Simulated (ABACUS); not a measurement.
Geometry relaxation of GaN (part 2 of 2)

The same run, continued: GaN (F-43m, 2 atoms in the cell); Kohn-Sham DFT of a periodic cell, LDA, GBRV ultrasoft 1.5 LDA, no spin polarisation (ABACUS 3.10.1); cutoff 544.23 eV, 8×8×8 k-mesh, fermi-dirac of 0.05 eV. The structure derives from a Materials Project entry.

Geometry of the input (Å; fractional positions):
```
0.0000  2.2535  2.2535
2.2535  0.0000  2.2535
2.2535  2.2535  0.0000
Ga 0.0000  0.0000  0.0000
N  0.7500  0.7500  0.7500
```

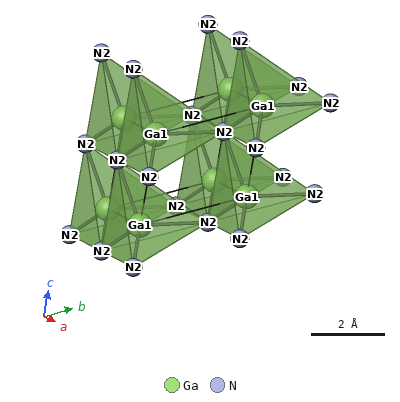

**Figure 1.** The geometry at step 1 of the log (polyhedral view of the cell of the calculation, seen slightly off an axis; polyhedra are completed across the faces of the cell; atoms are numbered from 1 in the order of the input).

## Log, continued
```
 SETUP K-POINTS
                                    nspin = 1
                   Input type of k points = Monkhorst-Pack(Gamma)
                                   nkstot = 512
                       right hand lattice = 1
(for reciprocal lattice: )
                             BRAVAIS TYPE = 2
                     BRAVAIS LATTICE NAME = 02. Cubic I (body-centered)
                                    ibrav = 2
                       right hand lattice = 1
(for k-lattice: )
                             BRAVAIS TYPE = 2
                     BRAVAIS LATTICE NAME = 02. Cubic I (body-centered)
                                    ibrav = 2
                       right hand lattice = 1
                        ROTATION MATRICES = 48
                               nkstot_ibz = 29
K-POINTS REDUCTION ACCORDING TO SYMMETRY
     IBZ    DIRECT_X    DIRECT_Y    DIRECT_Z  WEIGHT  ibz2bz
       1  0.00000000  0.00000000  0.00000000  0.0020       0
       2  0.12500000  0.12500000  0.12500000  0.0156       1
       3  0.25000000  0.25000000  0.25000000  0.0156       2
       4  0.37500000  0.37500000  0.37500000  0.0156       3
       5  0.50000000  0.50000000  0.50000000  0.0078       4
       6  0.12500000  0.12500000  0.00000000  0.0117       9
       7  0.25000000  0.25000000  0.12500000  0.0469      10
       8  0.37500000  0.37500000  0.25000000  0.0469      11
       9  0.50000000  0.50000000  0.37500000  0.0469      12
      10  0.50000000  0.37500000  0.37500000  0.0469      13
      11  0.37500000  0.25000000  0.25000000  0.0469      14
      12  0.12500000  0.12500000  0.25000000  0.0234      15
      13  0.25000000  0.25000000  0.00000000  0.0117      18
      14  0.37500000  0.37500000  0.12500000  0.0469      19
      15  0.50000000  0.50000000  0.25000000  0.0469      20
      16 -0.37500000  0.37500000  0.37500000  0.0469      21
      17  0.50000000  0.25000000  0.25000000  0.0234      22
      18  0.37500000  0.37500000  0.00000000  0.0117      27
      19  0.50000000  0.50000000  0.12500000  0.0469      28
      20 -0.25000000  0.37500000  0.37500000  0.0234      29
      21  0.50000000  0.50000000  0.00000000  0.0059      36
      22  0.37500000  0.25000000  0.12500000  0.0469      83
      23  0.50000000  0.37500000  0.25000000  0.0938      84
      24  0.50000000  0.37500000 -0.37500000  0.0469      85
      25  0.50000000  0.37500000  0.12500000  0.0469      92
      26  0.50000000  0.37500000 -0.25000000  0.0938      93
      27 -0.37500000  0.37500000  0.25000000  0.0469      94
      28 -0.12500000  0.50000000  0.37500000  0.0234     101
      29  0.50000000  0.25000000 -0.25000000  0.0117     166

                               nkstot now = 29
[... K-POINTS DIRECT COORDINATES: 29 rows ...]

           k-point number in this process = 8
       minimum distributed K point number = 7
[... stars of the k points ...]

[... K-POINTS CARTESIAN COORDINATES: 8 rows ...]

[... K-POINTS DIRECT COORDINATES: 8 rows ...]

 SETUP PLANE WAVES FOR WAVE FUNCTIONS
     energy cutoff for wavefunc (unit:Ry) = 40
              fft grid for wave functions = [ 24, 24, 24 ]
                    number of plane waves = 869
                         number of sticks = 121

 PARALLEL PW FOR WAVE FUNCTIONS
     PROC   COLUMNS(POT)             PW
        1            121            869
 --------------- sum -------------------
        1            121            869

 SETUP NONLOCAL PSEUDOPOTENTIALS IN PLANE WAVE BASIS
 Ga non-local projectors:
 projector 1 L=0
 projector 2 L=0
 projector 3 L=1
 projector 4 L=1
 projector 5 L=2
 projector 6 L=2
 N non-local projectors:
 projector 1 L=0
 projector 2 L=0
 projector 3 L=1
 projector 4 L=1
      TOTAL NUMBER OF NONLOCAL PROJECTORS = 26

 Init Non-Local PseudoPotential table :
 Init Non-Local-Pseudopotential done.

                                     npwx = 632

 Make real space PAO into reciprocal space.
       max mesh points in Pseudopotential = 693
     dq(describe PAO in reciprocal space) = 0.01
                                    max q = 763

 number of pseudo atomic orbitals for Ga is 4
WARNING: norm of atomic wavefunction # 4 of atomic type Ga is 0.999973, renormalized

 number of pseudo atomic orbitals for N is 2
WARNING: norm of atomic wavefunction # 2 of atomic type N is 0.999999, renormalized

 -------------------------------------------
 SELF-CONSISTENT
 -------------------------------------------
                                 init_chg = atomic

 PW ALGORITHM --------------- ION=   1  ELEC=   1--------------------------------

 Density error is 5.70405295356
                          Error Threshold = 0.01
----------------------------------------------------------
     Energy           Rydberg                 eV
----------------------------------------------------------
 E_KohnSham     -431.8718437990      -5875.9178814328
 E_Harris       -487.0256223514      -6626.3235359755
 E_Fermi        0.9951422791         13.5396053168
----------------------------------------------------------

 PW ALGORITHM --------------- ION=   1  ELEC=   2--------------------------------

 Density error is 4.30518322406
                          Error Threshold = 0.01
----------------------------------------------------------
     Energy           Rydberg                 eV
----------------------------------------------------------
 E_KohnSham     -434.6489484173      -5913.7023281833
 E_Harris       -398.5561347637      -5422.6344056422
 E_Fermi        0.9960144538         13.5514718622
----------------------------------------------------------

 PW ALGORITHM --------------- ION=   1  ELEC=   3--------------------------------

 Density error is 0.219514406501
                          Error Threshold = 0.01
----------------------------------------------------------
     Energy           Rydberg                 eV
----------------------------------------------------------
 E_KohnSham     -435.2193364772      -5921.4628558686
 E_Harris       -425.2819920867      -5786.2583491702
 E_Fermi        0.8399945299         11.4287118949
----------------------------------------------------------

 PW ALGORITHM --------------- ION=   1  ELEC=   4--------------------------------

 Density error is 0.0609547086742
                          Error Threshold = 0.000914643360423
----------------------------------------------------------
     Energy           Rydberg                 eV
----------------------------------------------------------
 E_KohnSham     -435.1984592085      -5921.1788060566
 E_Harris       -429.8812964502      -5848.8350953493
 E_Fermi        0.8821316106         12.0020162896
----------------------------------------------------------

 PW ALGORITHM --------------- ION=   1  ELEC=   5--------------------------------

 Density error is 0.000315101076079
                          Error Threshold = 0.000253977952809
----------------------------------------------------------
     Energy           Rydberg                 eV
----------------------------------------------------------
 E_KohnSham     -435.2132147444      -5921.3795654213
 E_Harris       -435.5145069192      -5925.4788557612
 E_Fermi        0.8859517830         12.0539924021
----------------------------------------------------------

 PW ALGORITHM --------------- ION=   1  ELEC=   6--------------------------------

 Density error is 0.000135343360565
                          Error Threshold = 1.31292115033e-06
----------------------------------------------------------
     Energy           Rydberg                 eV
----------------------------------------------------------
 E_KohnSham     -435.2133718608      -5921.3817030994
 E_Harris       -434.9579641490      -5917.9067029065
 E_Fermi        0.8910356932         12.1231625496
----------------------------------------------------------

 PW ALGORITHM --------------- ION=   1  ELEC=   7--------------------------------

 Density error is 4.59654413532e-08
                          Error Threshold = 5.63930669019e-07
----------------------------------------------------------
     Energy           Rydberg                 eV
----------------------------------------------------------
 E_KohnSham     -435.2134010225      -5921.3820998652
 E_Harris       -435.2160714067      -5921.4184323061
 E_Fermi        0.8849029932         12.0397228852
----------------------------------------------------------

 PW ALGORITHM --------------- ION=   1  ELEC=   8--------------------------------

 Density error is 1.21753779919e-07
                          Error Threshold = 1.91522672305e-10
----------------------------------------------------------
     Energy           Rydberg                 eV
----------------------------------------------------------
 E_KohnSham     -435.2134011389      -5921.3821014493
 E_Harris       -435.2211007626      -5921.4868602030
 E_Fermi        0.8849157874         12.0398969583
----------------------------------------------------------

 PW ALGORITHM --------------- ION=   1  ELEC=   9--------------------------------

 Density error is 2.27101027291e-09
                          Error Threshold = 1.91522672305e-10
----------------------------------------------------------
     Energy           Rydberg                 eV
----------------------------------------------------------
 E_KohnSham     -435.2134011712      -5921.3821018884
 E_KS(sigma->0) -435.2134011712      -5921.3821018884
 E_Harris       -435.2123178015      -5921.3673618872
 E_band         -34.4906015944       -469.2687091311
 E_one_elec     -333.0083329075      -4530.8108090229
 E_Hartree      179.3201526595       2439.7758423987
 E_xc           -53.2541138634       -724.5593904824
 E_Ewald        -228.2711070598      -3105.7877447817
 E_entropy(-TS) -0.0000000000        -0.0000000001
 E_descf        0.0000000000         0.0000000000
 E_exx          0.0000000000         0.0000000000
 E_Fermi        0.8848677555         12.0392434509
----------------------------------------------------------

 charge density convergence is achieved
 final etot is -5921.3821019 eV
 EFERMI = 12.039243451 eV

 STATE ENERGY(eV) AND OCCUPATIONS    NSPIN == 1
 1/8 kpoint (Cartesian) = 0.0000 0.0000 0.0000 (609 pws)
       1       -81.2656     0.00390625
       2       -81.2656     0.00390625
       3       -81.2656     0.00390625
       4       -5.07168     0.00390625
       5       -2.50014     0.00390625
       6       -2.50014     0.00390625
       7       -2.50014     0.00390625
       8       -2.14030     0.00390625
       9       -2.14030     0.00390625
      10        11.0430     0.00390625
      11        11.0430     0.00390625
      12        11.0430     0.00390625
      13        13.0039    1.63166e-11
      14        21.3738    3.25527e-84
      15        21.3738    3.25527e-84
      16        21.3738    3.25527e-84

 2/8 kpoint (Cartesian) = 0.028053 0.028053 0.028053 (631 pws)
       1       -81.2668      0.0312500
       2       -81.2660      0.0312500
       3       -81.2660      0.0312500
       4       -4.88655      0.0312500
       5       -2.47729      0.0312500
       6       -2.47729      0.0312500
       7       -2.43857      0.0312500
       8       -2.14243      0.0312500
       9       -2.14243      0.0312500
      10        9.52813      0.0312500
      11        10.8708      0.0312500
      12        10.8708      0.0312500
      13        14.1006    3.89083e-20
      14        20.6574    4.35131e-77
      15        21.6228    1.79126e-85
      16        21.6228    1.79126e-85

 3/8 kpoint (Cartesian) = 0.056106 0.056106 0.056106 (631 pws)
       1       -81.2673      0.0312500
       2       -81.2662      0.0312500
       3       -81.2662      0.0312500
       4       -4.47044      0.0312500
       5       -2.43233      0.0312500
       6       -2.43233      0.0312500
       7       -2.13567      0.0312500
       8       -2.13567      0.0312500
       9       -2.13067      0.0312500
      10        7.11262      0.0312500
      11        10.4907      0.0312500
      12        10.4907      0.0312500
      13        15.2642    3.04292e-30
      14        19.8422    5.23509e-70
      15        21.8489    1.94656e-87
      16        21.8489    1.94656e-87

 4/8 kpoint (Cartesian) = 0.084159 0.084159 0.084159 (622 pws)
       1       -81.2680      0.0312500
       2       -81.2660      0.0312500
       3       -81.2660      0.0312500
       4       -4.15846      0.0312500
       5       -2.40689      0.0312500
       6       -2.40689      0.0312500
       7       -2.10728      0.0312500
       8       -2.10728      0.0312500
       9       -1.37988      0.0312500
      10        4.81915      0.0312500
      11        10.1494      0.0312500
      12        10.1494      0.0312500
      13        15.7378    2.34068e-34
      14        19.7293    5.00793e-69
      15        21.6017    2.73312e-85
      16        21.6017    2.73312e-85

 5/8 kpoint (Cartesian) = 0.11221 0.11221 0.11221 (628 pws)
       1       -81.2688      0.0156250
       2       -81.2661      0.0156250
       3       -81.2661      0.0156250
       4       -4.07087      0.0156250
       5       -2.40253      0.0156250
       6       -2.40253      0.0156250
       7       -2.08883      0.0156250
       8       -2.08883      0.0156250
       9      -0.780666      0.0156250
      10        3.68542      0.0156250
      11        10.0169      0.0156250
      12        10.0169      0.0156250
      13        15.8066    2.95772e-35
      14        19.8061    5.38746e-70
      15        21.4216    5.00919e-84
      16        21.4216    5.00919e-84

 6/8 kpoint (Cartesian) = 0.0000 0.0000 0.056106 (629 pws)
       1       -81.2664      0.0234375
       2       -81.2662      0.0234375
       3       -81.2662      0.0234375
       4       -4.82600      0.0234375
       5       -2.45603      0.0234375
       6       -2.45603      0.0234375
       7       -2.44714      0.0234375
       8       -2.15623      0.0234375
       9       -2.12793      0.0234375
      10        9.60308      0.0234375
      11        10.5367      0.0234375
      12        10.5367      0.0234375
      13        14.4561    2.38539e-23
      14        20.1509    8.17826e-73
      15        21.8916    6.20954e-88
      16        21.8916    6.20954e-88

[... levels at 2 further k points ...]

------------------------------------------------------------------------------------------
 TOTAL-FORCE (eV/Angstrom)
------------------------------------------------------------------------------------------
                       Ga1         0.0000000000         0.0000000000         0.0000000000
                        N1         0.0000000000         0.0000000000         0.0000000000
------------------------------------------------------------------------------------------

----------------------------------------------------------------
 TOTAL-STRESS (KBAR)
----------------------------------------------------------------
         1.8088951969         0.0000000000        -0.0000000000
         0.0000000000         1.8088951969         0.0000000000
        -0.0000000000        -0.0000000000         1.8088951969
----------------------------------------------------------------
 TOTAL-PRESSURE: 1.808895 KBAR

 --------------------------------------------
 !FINAL_ETOT_IS -5921.3821018884100340 eV
 --------------------------------------------
```

## Standard output
```
ABACUS v3.10.1

               Atomic-orbital Based Ab-initio Computation at UStc

%%%%%%%%%%%%%%%%%%%%%%%%%%%%%%%%%%%%%%%%%%%%%%%%%%%%%%%%%%%%%%%%%%%%%%%%%%%%%%%%%%%%%%%%%%%%%%%%%%%%%%%%%
 Warning: the number of valence electrons in pseudopotential > 3 for Ga: [Ar] 3d10 4s2 4p1
 Pseudopotentials with additional electrons can yield (more) accurate outcomes, but may be less efficient.
 If you're confident that your chosen pseudopotential is appropriate, you can safely ignore this warning.
%%%%%%%%%%%%%%%%%%%%%%%%%%%%%%%%%%%%%%%%%%%%%%%%%%%%%%%%%%%%%%%%%%%%%%%%%%%%%%%%%%%%%%%%%%%%%%%%%%%%%%%%%

 UNIFORM GRID DIM        : 24 * 24 * 24
 UNIFORM GRID DIM(BIG)   : 36 * 36 * 36
 UNIFORM GRID DIM(DENSE) : 36 * 36 * 36
 ---------------------------------------------------------
 Self-consistent calculations for electrons
 ---------------------------------------------------------
 SPIN    KPOINTS         PROCESSORS  THREADS
 1       29              4           4
 ---------------------------------------------------------
 Use plane wave basis
 ---------------------------------------------------------
 ELEMENT NATOM       XC
 Ga      1
 N       1
 ---------------------------------------------------------
 Initial plane wave basis and FFT box
 ---------------------------------------------------------
 -------------------------------------------
 SELF-CONSISTENT :
 -------------------------------------------
 START CHARGE      : atomic
 ITER       ETOT/eV          EDIFF/eV         DRHO     TIME/s
 DA1     -5.87591788e+03   0.00000000e+00   5.7041e+00   0.15
 DA2     -5.91370233e+03  -3.77844468e+01   4.3052e+00   0.15
 DA3     -5.92146286e+03  -7.76052769e+00   2.1951e-01   0.14
 DA4     -5.92117881e+03   2.84049812e-01   6.0955e-02   0.13
 DA5     -5.92137957e+03  -2.00759365e-01   3.1510e-04   0.14
 DA6     -5.92138170e+03  -2.13767809e-03   1.3534e-04   0.16
 DA7     -5.92138210e+03  -3.96765890e-04   4.5965e-08   0.14
 DA8     -5.92138210e+03  -1.58406716e-06   1.2175e-07   0.17
 DA9     -5.92138210e+03  -4.39096212e-07   2.2710e-09   0.15
----------------------------------------------------------------
 TOTAL-STRESS (KBAR)
----------------------------------------------------------------
         1.8088951969         0.0000000000        -0.0000000000
         0.0000000000         1.8088951969         0.0000000000
        -0.0000000000        -0.0000000000         1.8088951969
----------------------------------------------------------------
 TOTAL-PRESSURE: 1.808895 KBAR
```

## Trajectory as extended XYZ (Å, eV, eV/Å), 3 frames, from step=0 to step=2
```
2
Lattice="0.0000 2.2535 2.2535 2.2535 0.0000 2.2535 2.2535 2.2535 0.0000" Properties=species:S:1:pos:R:3:forces:R:3 step=0 energy=-5921.37058 pressure_GPa=-6.31
Ga    0.0000    0.0000    0.0000    0.0000   0.0000   0.0000
N     3.3803    3.3803    3.3803    0.0000   0.0000   0.0000
2
Lattice="0.0000 2.2463 2.2463 2.2463 0.0000 2.2463 2.2463 2.2463 0.0000" Properties=species:S:1:pos:R:3:forces:R:3 step=1 energy=-5921.37695 pressure_GPa=-4.57
Ga    0.0000    0.0000    0.0000    0.0000   0.0000   0.0000
N     3.3694    3.3694    3.3694    0.0000   0.0000   0.0000
2
Lattice="0.0000 2.2279 2.2279 2.2279 0.0000 2.2279 2.2279 2.2279 0.0000" Properties=species:S:1:pos:R:3:forces:R:3 step=2 energy=-5921.38210 pressure_GPa=0.18
Ga    0.0000    0.0000    0.0000    0.0000   0.0000   0.0000
N     3.3419    3.3419    3.3419    0.0000   0.0000   0.0000
```

## Key numbers

```csv
quantity,value
outcome,converged
space group (tolerance 0.01 Å),F-43m (216)
electrons treated,24
free energy,−5921.3821 eV
Fermi energy,12.039 eV
gap on the k-point mesh,1.96 eV
pressure,0.18 GPa
final volume,22.12 Å³
largest force (length of the vector) at the end,under 0.001 eV/Å
final cell,"a = 3.151 Å, b = 3.151 Å, c = 3.151 Å, α = 60.00°, β = 60.00°, γ = 60.00°"
hardware,"4 threads of AMD EPYC (Zen 5), 16 GiB of memory available, shared host"
wall time,10 s (CPU time 39 s)
peak memory,0.44 GiB
```
